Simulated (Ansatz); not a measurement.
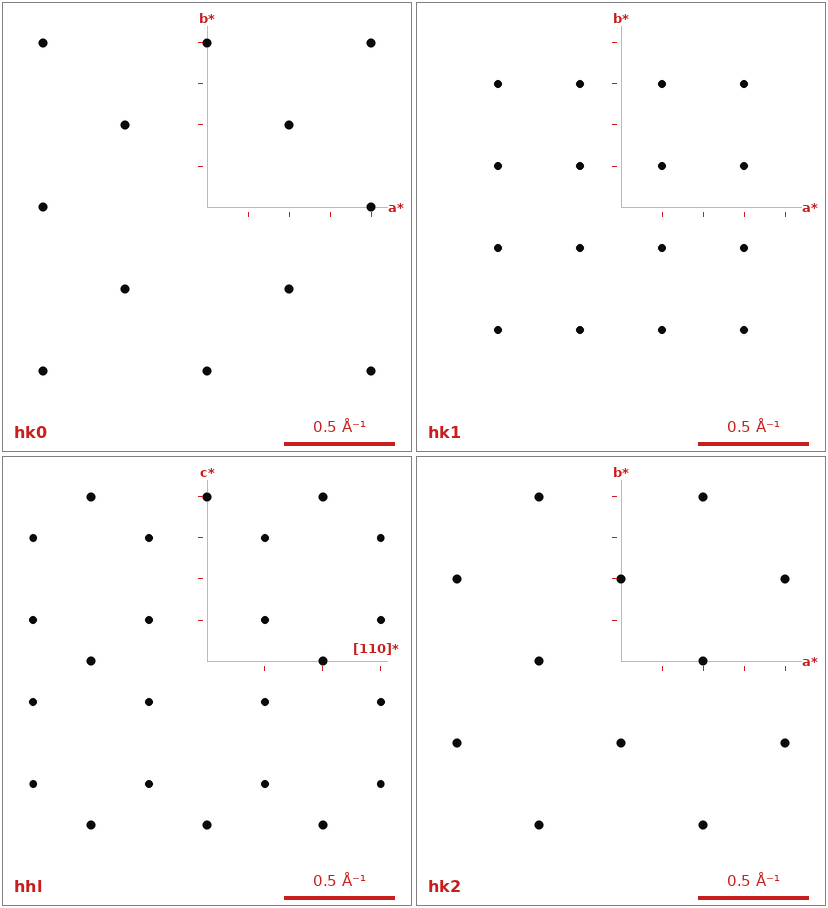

Four undistorted layers of reciprocal space, calculated for a single crystal (neutrons, kinematic |F|², B = 0.5 Å²). Tick marks count the reciprocal lattice steps of the conventional cell along each axis.

The compound is Ru. Structure: the input geometry of an electronic-structure calculation (not necessarily at equilibrium); the starting structure was generated, so it need not be a known form of this composition.

Question: What cell do the layers give?

Answer: a* = 0.187, b* = 0.187, c* = 0.187 Å⁻¹; the cell is cubic with a = 5.36 Å.

Question: Which reflection conditions do the layers show?

Answer: Reflections are present only under these conditions. hkl: h + k = 2n, h + l = 2n; hk0: h = 2n, h + k = 4n; hhl: h + l = 2n; h00: h = 4n. The lattice is face-centred (F). Further gaps, such as 2 2 2, 4 4 2, come from atoms on special positions, not from the group's general conditions.

Question: Which space groups fit?

Answer: The intensities have Laue symmetry m-3m (the hk0 layer shows 4mm, hk1 shows 4mm). With these conditions only Fd-3m (No. 227) fits.
